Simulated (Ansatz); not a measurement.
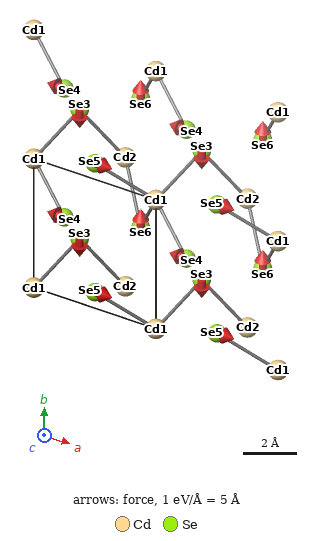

Starting geometry of solid CdSe2 (built on the SiO2-122 type type) with the computed forces as red arrows. A ball-and-stick model of the cell of the calculation, repeated 2 × 2 × 1 with one cell outlined, seen along the c axis.

Theory: DFT, r2SCAN+rVV10, plane waves, PAW in Ansatz 0.2.0.

The input:
```yaml
crystal:
  lattice:
    - [-2.81315489, 2.81315489, 4.1029816873]
    - [2.81315489, -2.81315489, 4.1029816873]
    - [2.81315489, 2.81315489, -4.1029816873]
  atoms:
    - { symbol: Cd, position: [0.0, 0.0, 0.0] }
    - { symbol: Cd, position: [0.75, 0.25, 0.5] }
    - { symbol: Se, position: [0.375, 0.4991959008, 0.6241959008] }
    - { symbol: Se, position: [1.2491959008, 0.625, 1.1241959008] }
    - { symbol: Se, position: [0.5008040992, 0.125, -0.1241959008] }
    - { symbol: Se, position: [0.875, -0.2491959008, 0.3758040992] }
kpoints:
  mp_grid: { grid: [6, 6, 6] }
hamiltonian:
  xc: r2scan
  dispersion: rvv10
scf:
  occupations: { method: fermi_dirac, width: 0.03 }
relax:
  f_tol: 0.01
  cell: {}
  max_steps: 120
```

Launched with:
```bash
ansatz run input.yaml --threads 2 --pin off --max-ram 2211MiB --backend cpu --events-out ev --progress --plain --runs-dir out
```

Q: Is this structure relaxed? If not, where do the atoms go?

A: It isn't relaxed: the largest force vector, on Se atoms, is 0.16 eV/Å. The atoms end up moving mostly along the starting forces (cosine between the two patterns 1.00). Over 5 accepted moves (6 points after the start) the energy falls by 7.5 meV per atom. Largest force component: 0.16 eV/Å at the start, under 0.0001 eV/Å at the end. Pressure: 1.89 GPa at the start and 0.01 GPa at the end. The SCF was repeated once at an unchanged geometry on a basis and grid sized afresh for the cell, which shifted the energy by 0.2 meV per atom at most. The largest moves relative to the cell, 0.054 Å, are those of Se3, Se4, Se5 and Se6. Se3 goes along [0 −1 −1]. Cd stays in place. The volume changes by +3.5 %, with a = b = c 5.715 → 5.763 Å (+0.8 %), α 121.0° → 120.5°, β 121.0° → 120.5°, γ 88.2° → 89.2°. The space group stays I-42d (No. 122). Cost: 5.4 min on 2 threads of Intel(R) Xeon(R) Processor @ 2.50GHz (Skylake/Cascade Lake), on a shared host, peak memory 0.99 GiB.
